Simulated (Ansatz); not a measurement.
System: Ni.

```yaml
crystal:
  lattice:
    - [4.53696, 0.00000, 0.00000]
    - [0.00000, 4.53696, 0.00000]
    - [0.00000, 0.00000, 4.53696]
  atoms:
    - { symbol: Ni, position: [0.00000, 0.00000, 0.00000] }
    - { symbol: Ni, position: [0.50000, 0.50000, 0.50000] }
    - { symbol: Ni, position: [0.25000, 0.00000, 0.50000] }
    - { symbol: Ni, position: [0.75000, 0.00000, 0.50000] }
    - { symbol: Ni, position: [0.50000, 0.25000, 0.00000] }
    - { symbol: Ni, position: [0.50000, 0.75000, 0.00000] }
    - { symbol: Ni, position: [0.00000, 0.50000, 0.25000] }
    - { symbol: Ni, position: [0.00000, 0.50000, 0.75000] }
```

Space group Pm-3n; set up as Ni, A15; a generated structure, not necessarily the stable one; computed without spin polarisation.

Theory: Ansatz, DFT, BLYP, plane waves (420 eV) with PAW, scalar-relativistic.

Question: Predict the valence pseudo-density and electron localisation function between the atoms.

Answer: Ni–Ni (2.27 Å): the density is about 0.41 e/Å³ at the midpoint; the ELF is about 0.20 at the midpoint: no shared electron pair shows on this line.
Ni–Ni (2.54 Å): ρ is about 0.29 e/Å³ halfway; the ELF is about 0.25 at the midpoint: no shared electron pair shows on this line.

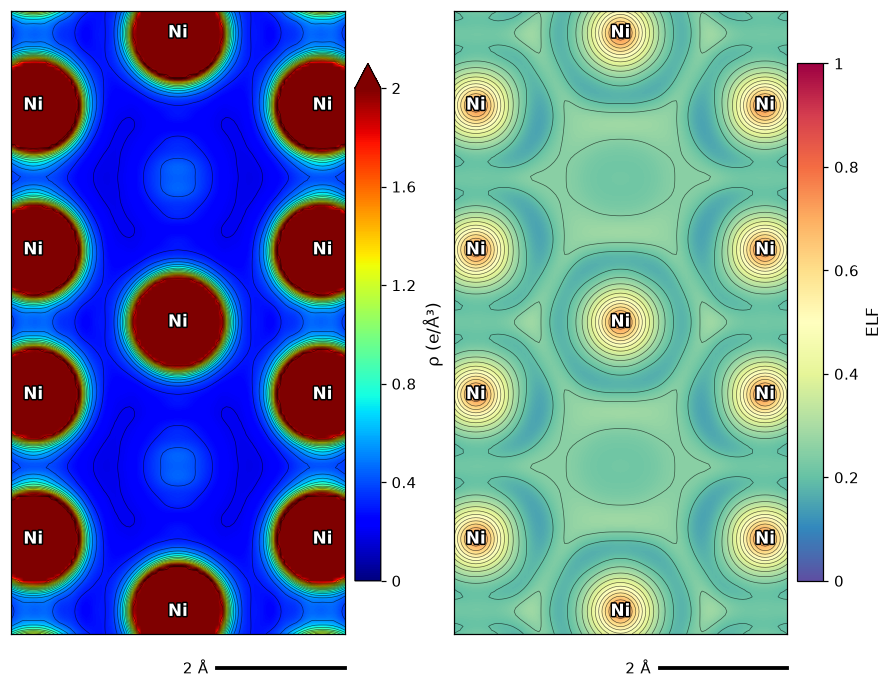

Computed valence pseudo-density and electron localisation function on the (010) plane of the conventional cell, in this order. 

Core electrons are frozen (PAW), and the valence fields are smoothed inside the atomic spheres.
